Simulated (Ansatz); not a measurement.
Sn₇S₁₆ (charge −3): geometry relaxation (part 2 of 2)

The same run, continued: Sn₇S₁₆ (defect cell, 23 atoms in the cell, total charge −3); DFT PBE+D3(BJ), scalar-relativistic, plane waves, PAW, spin-polarised (Ansatz 0.2.0); cutoff 420 eV, 2×2×2 k-mesh, Gaussian smearing of 0.01 eV, collinear spins. The structure derives from a Materials Project entry. It belongs to a series of runs on one base structure; here: Sn vacancy (site b), charge -3, atoms relaxed at the host's cell, started again with a moment of 3 μB.

Geometry of the input (Å; fractional positions):
```
-3.6685  6.3540  0.0000
-3.6685  -6.3540  0.0000
0.0000  0.0000  11.6527
Sn 0.6752  0.3389  0.5990
Sn 0.1865  0.7713  0.6392
Sn 0.6907  0.8448  0.6360
Sn 0.8305  0.1685  0.1234
Sn 0.3307  0.1672  0.1283
Sn 0.8327  0.6690  0.1254
Sn 0.3307  0.6690  0.1280
S  0.7689  0.1676  0.7535
S  0.2440  0.1296  0.6899
S  0.8393  0.6500  0.7532
S  0.3590  0.6392  0.7611
S  0.1609  0.3292  0.2555
S  0.6671  0.3352  0.2545
S  0.1601  0.8387  0.2567
S  0.6740  0.8410  0.2534
S  0.4988  0.4971  0.9990
S  -0.0030  0.5014  0.9970
S  0.4933  1.0028  0.9975
S  -0.0009  1.0026  0.9952
S  0.5042  -0.0162  0.4933
S  0.0635  0.0750  0.5420
S  0.5457  0.5434  0.4928
S  0.0120  0.5164  0.4878
```

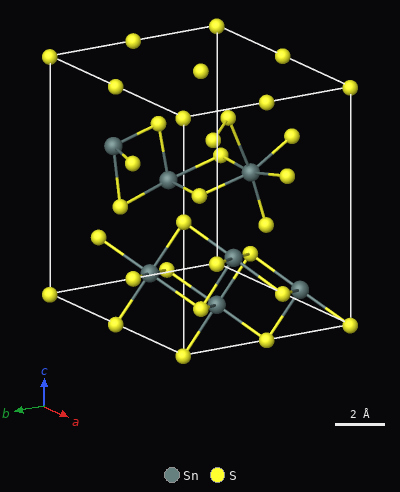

Figure 1. The geometry at step 2 of the log (ball-and-stick view of the cell of the calculation, seen at an oblique angle).

The program's output, continued:
```
--- Forces (eV/Å), atoms counted from 1 ---
  atom   1  Sn    -0.00088304    -0.00338797     0.00439835
  atom   2  Sn     0.00772180     0.00288614     0.00760677
  atom   3  Sn     0.00351711    -0.00322281    -0.00007960
  atom   4  Sn     0.00091256    -0.00070270     0.00025527
  atom   5  Sn    -0.00070849    -0.00110713     0.00016351
  atom   6  Sn     0.00175693    -0.00216213     0.00079406
  atom   7  Sn    -0.00068221     0.00195118     0.00008997
  atom   8  S      0.00111545     0.00414112    -0.00293463
  atom   9  S     -0.00370769    -0.00018919     0.01415634
  atom  10  S     -0.00814041     0.00487409    -0.00339061
  atom  11  S     -0.00401823    -0.00178024    -0.00085955
  atom  12  S      0.00222836     0.00142416     0.00132021
  atom  13  S     -0.00043477     0.00149254    -0.00033630
  atom  14  S     -0.00133597    -0.00123415     0.00249329
  atom  15  S     -0.00328989     0.00151788    -0.00079494
  atom  16  S      0.00036378     0.00125221    -0.00050305
  atom  17  S      0.00256428    -0.00031439    -0.00200436
  atom  18  S     -0.00141966    -0.00042087    -0.00159036
  atom  19  S      0.00018251    -0.00104151    -0.00033904
  atom  20  S      0.00481400     0.00231829     0.00279677
  atom  21  S     -0.00011739    -0.00658774    -0.01465127
  atom  22  S      0.00179858    -0.00223147    -0.00206747
  atom  23  S     -0.00224139     0.00252472    -0.00452480
  max |Σ_I F_I| component: 3.80e-6 eV/Å
--- Charged-cell corrections in eV (Makov–Payne, q = -3.000 e, ε = [18.941, 18.941, 7.136]) ---
  F (periodic)     = -56593.889495  (uncorrected; the corrections below are reported, never added to it)
  E_corr1          = +0.824005  (monopole, q²α_M/2ε̄L, of the cell on which ε is isotropic)
  F Makov-Payne    = -56593.065490  (F + E_corr1; no measured alignment; for a localised charge, not one spread in a band: unchecked)
  no potential alignment in this run, which stands beside a crystal: run the host's input off ansatz write-host-input, and read the two finished runs by ansatz place-levels (neither reads a slab, a wire or a sheet, whose cell leaves a vacuum)
--- Band table (eV; the first three rows and the last of 16) ---
  k-point 0 ↑: bands = ["-15.5718", "-15.5612", "-15.5432", "-15.4907", "-15.4850", "-15.4758", "-15.4729", "-15.4652", "-15.4593", "-15.4512", "-15.4402", "-15.4266", "-15.4146", "-15.4055", "-15.3989", "-15.3726", "-15.3696", "-15.3306", "-15.3258", "-15.3204", "-14.9875", "-14.9626", "-14.9135", "-14.8988", "-14.8898", "-14.8732", "-14.8516", "-14.8169", "-14.7953", "-14.7791", "-14.7560", "-14.7445", "-14.7320", "-14.7016", "-14.6701", "-8.2497", "-8.1286", "-6.5755", "-6.5172", "-6.3473", "-6.3279", "-6.3070", "-5.8539", "-5.8044", "-5.7570", "-5.6218", "-5.1932", "-5.0174", "-4.9729", "-4.6270", "-4.0346", "-1.4867", "-1.4590", "-1.4120", "-0.8968", "-0.5386", "-0.0587", "0.7221", "0.8672", "0.8921", "1.0081", "1.7523", "1.8808", "2.2440", "2.5493", "2.9288", "2.9815", "3.0009", "3.0339", "3.0914", "3.1011", "3.1739", "3.7040", "3.8329", "4.1921", "4.3472", "4.3660", "4.4069", "4.7502", "4.7597", "4.7918", "4.8533", "4.8868", "4.9111", "4.9452", "5.1226", "5.1473", "5.2242", "5.2557", "5.3152", "5.4716", "5.7708", "5.7907", "5.9865", "6.1145", "6.3484", "6.5559", "6.6080", "6.6733", "6.8335", "6.8779", "7.4930", "7.7816", "7.9472", "8.7561", "9.0234", "9.2764", "9.7912", "9.9170", "9.9780", "10.2044", "10.6044", "10.6471", "10.6865", "10.8856", "11.1812", "11.3163", "11.3192", "11.4546", "11.4933", "11.5451", "11.5872", "11.6458"]
  k-point 1 ↑: bands = ["-15.5718", "-15.5612", "-15.5432", "-15.4907", "-15.4850", "-15.4758", "-15.4730", "-15.4652", "-15.4593", "-15.4512", "-15.4402", "-15.4266", "-15.4146", "-15.4055", "-15.3989", "-15.3726", "-15.3696", "-15.3306", "-15.3258", "-15.3204", "-14.9875", "-14.9626", "-14.9135", "-14.8988", "-14.8898", "-14.8732", "-14.8516", "-14.8169", "-14.7953", "-14.7791", "-14.7561", "-14.7445", "-14.7320", "-14.7016", "-14.6701", "-8.2286", "-8.1521", "-6.6822", "-6.3745", "-6.3433", "-6.3273", "-6.3053", "-5.8592", "-5.8163", "-5.7536", "-5.6300", "-5.2201", "-5.0162", "-4.9749", "-4.6276", "-4.0354", "-1.4817", "-1.4500", "-1.4106", "-0.8869", "-0.5441", "0.1893", "0.5291", "0.8463", "0.8600", "0.9363", "1.6742", "1.8146", "2.1039", "2.4226", "3.0016", "3.0175", "3.0598", "3.0891", "3.1910", "3.2298", "3.2742", "3.8912", "4.1725", "4.1993", "4.3892", "4.4716", "4.5297", "4.5927", "4.7446", "4.7659", "4.7974", "4.8162", "4.9089", "4.9609", "4.9907", "5.1113", "5.1440", "5.1546", "5.2590", "5.4248", "5.4855", "5.6440", "5.7794", "5.9860", "6.2843", "6.5475", "6.6077", "6.7707", "7.0127", "7.0483", "7.8219", "7.9612", "8.0195", "8.5287", "9.0367", "9.2886", "9.8568", "9.8640", "9.9662", "10.0455", "10.6060", "10.6355", "10.6541", "10.8373", "11.1690", "11.2749", "11.3819", "11.4259", "11.5580", "11.6540", "11.7023", "11.7187"]
  k-point 2 ↑: bands = ["-15.5342", "-15.5318", "-15.5307", "-15.5240", "-15.4845", "-15.4647", "-15.4638", "-15.4623", "-15.4534", "-15.4533", "-15.4425", "-15.4330", "-15.4228", "-15.4133", "-15.4003", "-15.3878", "-15.3843", "-15.3364", "-15.3342", "-15.3270", "-14.9843", "-14.9560", "-14.9156", "-14.9026", "-14.8798", "-14.8770", "-14.8439", "-14.8230", "-14.7940", "-14.7780", "-14.7535", "-14.7487", "-14.7327", "-14.7134", "-14.6710", "-8.1619", "-7.5198", "-7.4776", "-6.4642", "-6.4398", "-6.4232", "-6.0861", "-6.0650", "-6.0131", "-5.7308", "-5.6684", "-5.1958", "-5.0051", "-4.9311", "-4.6973", "-3.9938", "-1.2677", "-1.2108", "-0.4107", "-0.2216", "-0.1975", "0.1907", "0.3310", "1.3782", "1.3819", "1.8783", "1.9691", "1.9762", "2.0514", "2.1344", "2.2512", "2.3331", "2.7163", "2.8014", "2.8714", "3.0415", "3.3484", "3.4551", "3.5509", "3.6713", "3.6936", "3.7465", "3.7663", "3.9549", "4.1505", "4.1762", "4.2453", "4.5833", "4.6888", "4.7874", "4.8217", "4.9947", "5.1084", "5.1482", "5.3836", "5.4281", "5.5948", "5.6628", "5.8766", "5.9914", "6.0319", "6.2236", "6.6095", "7.6886", "7.7235", "7.8192", "7.9247", "8.5083", "8.7279", "8.9394", "9.4569", "10.1096", "10.2203", "10.7012", "10.8482", "10.8601", "11.1864", "11.3436", "11.3822", "11.4852", "11.5196", "11.6144", "11.6490", "11.7387", "11.8573", "12.0578", "12.1211", "12.1635"]
  k-point 7 ↓: bands = ["-15.5471", "-15.5395", "-15.5139", "-15.5091", "-15.4917", "-15.4734", "-15.4662", "-15.4606", "-15.4527", "-15.4447", "-15.4410", "-15.4324", "-15.4238", "-15.4152", "-15.4073", "-15.3868", "-15.3827", "-15.3387", "-15.3344", "-15.3230", "-14.9833", "-14.9610", "-14.9113", "-14.8980", "-14.8881", "-14.8705", "-14.8444", "-14.8163", "-14.7977", "-14.7779", "-14.7534", "-14.7513", "-14.7355", "-14.7135", "-14.6714", "-8.1542", "-7.5302", "-7.4625", "-6.5239", "-6.4464", "-6.4365", "-6.1571", "-5.9858", "-5.9491", "-5.7004", "-5.6701", "-5.2079", "-5.0598", "-4.9328", "-4.6910", "-3.9346", "-1.2769", "-1.2144", "-0.5570", "-0.1864", "-0.1652", "0.0799", "0.4923", "1.3759", "1.4044", "1.7688", "1.9648", "2.0261", "2.1528", "2.2187", "2.3001", "2.4796", "2.6405", "2.8049", "2.9126", "2.9483", "3.2734", "3.3361", "3.4252", "3.4867", "3.6743", "3.7500", "3.7654", "4.0049", "4.0155", "4.2773", "4.3334", "4.4518", "4.6422", "4.8550", "5.1079", "5.1110", "5.1419", "5.2290", "5.3125", "5.4654", "5.5282", "5.6893", "5.7549", "5.9810", "6.1060", "6.2720", "6.6294", "7.6885", "7.7390", "7.8490", "7.8850", "8.4107", "8.6554", "8.8684", "9.3643", "10.2327", "10.2362", "10.7764", "10.8430", "11.0092", "11.0998", "11.2420", "11.4044", "11.5133", "11.5406", "11.5685", "11.6424", "11.7988", "11.9436", "12.0871", "12.0916", "12.1428"]
--- Relaxed structure (2 steps of the walk, 2 accepted, 0 SCFs on fresh bases) ---
  F+E_penalty+E_count = -56593.88949527 eV   max|allowed force component| = 1.465e-2 eV/Å
  atoms:
    - { symbol: Sn, position: [0.6752439690999998, 0.3388669972999999, 0.5989867524999999] }
    - { symbol: Sn, position: [0.1865152351999999, 0.7713210742, 0.6392398146] }
    - { symbol: Sn, position: [0.6907487274999998, 0.8448381739999999, 0.6360129831999999] }
    - { symbol: Sn, position: [0.8305305166, 0.16849055329999996, 0.12343788959999999] }
    - { symbol: Sn, position: [0.3306762214999999, 0.16716235189999995, 0.1283166763] }
    - { symbol: Sn, position: [0.8327001749, 0.6690158907999999, 0.125401182] }
    - { symbol: Sn, position: [0.3306559782, 0.6689644877000002, 0.12801369899999998] }
    - { symbol: S, position: [0.7689352533, 0.167596456, 0.7534739945999999] }
    - { symbol: S, position: [0.24403122379999997, 0.1296243939, 0.6899337625999998] }
    - { symbol: S, position: [0.8393476434, 0.6499502175, 0.7531573967] }
    - { symbol: S, position: [0.3589915331, 0.6391751896, 0.7610676408999999] }
    - { symbol: S, position: [0.16086060640000002, 0.3291752116, 0.2555173226] }
    - { symbol: S, position: [0.6670621223999998, 0.33524472169999986, 0.2545013239999999] }
    - { symbol: S, position: [0.16013617060000007, 0.8387243077, 0.256685773] }
    - { symbol: S, position: [0.6740342159, 0.8409882410999999, 0.25338418179999994] }
    - { symbol: S, position: [0.4987654549, 0.49713789500000005, 0.9990272388999999] }
    - { symbol: S, position: [-0.002956094999999992, 0.5013618687, 0.9970141272999999] }
    - { symbol: S, position: [0.49330921379999987, 1.0028387137, 0.9975084024] }
    - { symbol: S, position: [-0.0009241855999999604, 1.0026140882, 0.9951672485999999] }
    - { symbol: S, position: [0.5042026728, -0.016202865100000075, 0.49330272829999994] }
    - { symbol: S, position: [0.06353623479999998, 0.0749531203, 0.5419544637] }
    - { symbol: S, position: [0.5456578017, 0.5434046695, 0.4928037284] }
    - { symbol: S, position: [0.0120020173, 0.5164001817, 0.4878086831999999] }
--- Löwdin populations: 23 sites ---
  site symbol       q [e]    m [muB]
     0     Sn     13.2683     0.0000
     1     Sn     13.2434     0.0000
     2     Sn     13.2833     0.0000
     3     Sn     13.3213     0.0000
     4     Sn     13.3189     0.0000
     5     Sn     13.3152     0.0000
     6     Sn     13.3749     0.0000
     7      S      6.5286     0.0000
     8      S      6.1365     0.0000
     9      S      6.4677    -0.0000
    10      S      6.5206    -0.0000
    11      S      6.4025    -0.0000
    12      S      6.4040     0.0000
    13      S      6.3847     0.0000
    14      S      6.3892     0.0000
    15      S      6.4073    -0.0000
    16      S      6.3838     0.0000
    17      S      6.3912    -0.0000
    18      S      6.4277    -0.0000
    19      S      6.4775    -0.0000
    20      S      6.2514    -0.0000
    21      S      6.5136     0.0000
    22      S      6.4840     0.0000
  spilling = 0.006621 (of n_electrons = 197.000000)
```

File populations.tsv:
```
# site	symbol	l	j	q_up	q_dn
# orbitals = lowdin
# n_electrons = 197.000000
# spilling = 0.006621
0	Sn	0_5S	-	0.630206	0.630206
0	Sn	1_5P	-	1.005920	1.005919
0	Sn	2_4D	-	4.998008	4.998008
1	Sn	0_5S	-	0.624684	0.624684
1	Sn	1_5P	-	0.999454	0.999453
1	Sn	2_4D	-	4.997548	4.997548
2	Sn	0_5S	-	0.636517	0.636517
2	Sn	1_5P	-	1.006415	1.006414
2	Sn	2_4D	-	4.998721	4.998721
3	Sn	0_5S	-	0.659058	0.659058
3	Sn	1_5P	-	1.002522	1.002521
3	Sn	2_4D	-	4.999090	4.999090
4	Sn	0_5S	-	0.653668	0.653668
4	Sn	1_5P	-	1.006704	1.006704
4	Sn	2_4D	-	4.999063	4.999063
5	Sn	0_5S	-	0.657260	0.657260
5	Sn	1_5P	-	1.001246	1.001246
5	Sn	2_4D	-	4.999082	4.999082
6	Sn	0_5S	-	0.703891	0.703891
6	Sn	1_5P	-	0.984395	0.984395
6	Sn	2_4D	-	4.999152	4.999152
7	S	0_3S	-	0.907007	0.907007
7	S	1_3P	-	2.357306	2.357306
8	S	0_3S	-	0.901366	0.901365
8	S	1_3P	-	2.166894	2.166893
9	S	0_3S	-	0.899453	0.899453
9	S	1_3P	-	2.334416	2.334417
10	S	0_3S	-	0.905484	0.905484
10	S	1_3P	-	2.354817	2.354818
11	S	0_3S	-	0.899336	0.899336
11	S	1_3P	-	2.301903	2.301903
12	S	0_3S	-	0.898322	0.898322
12	S	1_3P	-	2.303689	2.303689
13	S	0_3S	-	0.899897	0.899897
13	S	1_3P	-	2.292451	2.292451
14	S	0_3S	-	0.898688	0.898688
14	S	1_3P	-	2.295918	2.295918
15	S	0_3S	-	0.898557	0.898557
15	S	1_3P	-	2.305071	2.305071
16	S	0_3S	-	0.899246	0.899246
16	S	1_3P	-	2.292670	2.292670
17	S	0_3S	-	0.900522	0.900522
17	S	1_3P	-	2.295095	2.295095
18	S	0_3S	-	0.899838	0.899838
18	S	1_3P	-	2.314024	2.314024
19	S	0_3S	-	0.901986	0.901986
19	S	1_3P	-	2.336785	2.336787
20	S	0_3S	-	0.912169	0.912169
20	S	1_3P	-	2.213506	2.213507
21	S	0_3S	-	0.906491	0.906491
21	S	1_3P	-	2.350295	2.350295
22	S	0_3S	-	0.900606	0.900606
22	S	1_3P	-	2.341375	2.341375
```

Trajectory as extended XYZ (Å, eV, eV/Å), 2 frames, from step=1 to step=2:
```
23
Lattice="-3.6685 6.3540 0.0000 -3.6685 -6.3540 0.0000 0.0000 0.0000 11.6527" Properties=species:S:1:pos:R:3:forces:R:3 step=1 energy=-56593.88950
Sn   -3.7203    2.1374    6.9798   -0.0009  -0.0034   0.0044
Sn   -3.5138   -3.7159    7.4489    0.0077   0.0029   0.0076
Sn   -5.6333   -0.9791    7.4113    0.0035  -0.0032  -0.0001
Sn   -3.6649    4.2066    1.4384    0.0009  -0.0007   0.0003
Sn   -1.8263    1.0390    1.4952   -0.0007  -0.0011   0.0002
Sn   -5.5091    1.0401    1.4613    0.0018  -0.0022   0.0008
Sn   -3.6671   -2.1496    1.4917   -0.0007   0.0020   0.0001
S    -3.4357    3.8209    8.7800    0.0011   0.0041  -0.0029
S    -1.3708    0.7269    8.0396   -0.0037  -0.0002   0.0142
S    -5.4635    1.2034    8.7763   -0.0081   0.0049  -0.0034
S    -3.6618   -1.7803    8.8685   -0.0040  -0.0018  -0.0009
S    -1.7977   -1.0695    2.9775    0.0022   0.0014   0.0013
S    -3.6770    2.1084    2.9656   -0.0004   0.0015  -0.0003
S    -3.6643   -4.3118    2.9911   -0.0013  -0.0012   0.0025
S    -5.5579   -1.0608    2.9526   -0.0033   0.0015  -0.0008
S    -3.6535    0.0103   11.6413    0.0004   0.0013  -0.0005
S    -1.8284   -3.2045   11.6179    0.0026  -0.0003  -0.0020
S    -5.4886   -3.2376   11.6236   -0.0014  -0.0004  -0.0016
S    -3.6747   -6.3765   11.5964    0.0002  -0.0010  -0.0003
S    -1.7902    3.3067    5.7483    0.0048   0.0023   0.0028
S    -0.5080   -0.0725    6.3152   -0.0001  -0.0066  -0.0147
S    -3.9952    0.0143    5.7425    0.0018  -0.0022  -0.0021
S    -1.9384   -3.2050    5.6843   -0.0022   0.0025  -0.0045
23
Lattice="-3.6685 6.3540 0.0000 -3.6685 -6.3540 0.0000 0.0000 0.0000 11.6527" Properties=species:S:1:pos:R:3:forces:R:3 step=2 energy=-56593.88950
Sn   -3.7203    2.1374    6.9798   -0.0009  -0.0034   0.0044
Sn   -3.5138   -3.7159    7.4489    0.0077   0.0029   0.0076
Sn   -5.6333   -0.9791    7.4113    0.0035  -0.0032  -0.0001
Sn   -3.6649    4.2066    1.4384    0.0009  -0.0007   0.0003
Sn   -1.8263    1.0390    1.4952   -0.0007  -0.0011   0.0002
Sn   -5.5091    1.0401    1.4613    0.0018  -0.0022   0.0008
Sn   -3.6671   -2.1496    1.4917   -0.0007   0.0020   0.0001
S    -3.4357    3.8209    8.7800    0.0011   0.0041  -0.0029
S    -1.3708    0.7269    8.0396   -0.0037  -0.0002   0.0142
S    -5.4635    1.2034    8.7763   -0.0081   0.0049  -0.0034
S    -3.6618   -1.7803    8.8685   -0.0040  -0.0018  -0.0009
S    -1.7977   -1.0695    2.9775    0.0022   0.0014   0.0013
S    -3.6770    2.1084    2.9656   -0.0004   0.0015  -0.0003
S    -3.6643   -4.3118    2.9911   -0.0013  -0.0012   0.0025
S    -5.5579   -1.0608    2.9526   -0.0033   0.0015  -0.0008
S    -3.6535    0.0103   11.6413    0.0004   0.0013  -0.0005
S    -1.8284   -3.2045   11.6179    0.0026  -0.0003  -0.0020
S    -5.4886   -3.2376   11.6236   -0.0014  -0.0004  -0.0016
S    -3.6747   -6.3765   11.5964    0.0002  -0.0010  -0.0003
S    -1.7902    3.3067    5.7483    0.0048   0.0023   0.0028
S    -0.5080   -0.0725    6.3152   -0.0001  -0.0066  -0.0147
S    -3.9952    0.0143    5.7425    0.0018  -0.0022  -0.0021
S    -1.9384   -3.2050    5.6843   -0.0022   0.0025  -0.0045
```

Key numbers:

| quantity | value |
| --- | --- |
| outcome | converged |
| electrons treated | 197 |
| free energy | −56593.8895 eV |
| Fermi energy | 6.945 eV |
| gap on the k-point mesh | 0.13 eV |
| net moment of the cell | 0.00 μB |
| integrated absolute moment | 0.00 μB |
| final volume | 543.24 Å³ |
| largest force (length of the vector) at the end | 0.016 eV/Å |
| hardware | 4 threads of Arm Neoverse V2, 24 GiB of memory available, shared host |
| wall time | 56 s (CPU time 3.7 min) |
| peak memory | 2.1 GiB |

Remarks:

Warnings of the run: some starting moments were not kept. The cell is charged and computed with a neutralising background, so its energy and pressure depend on the cell and aren't those of a real crystal. So coarse a mesh can miss the band edges, so the true gap of this method can be much smaller, or zero. The k-point mesh is coarse for a cell of this size, so the results may not be converged.
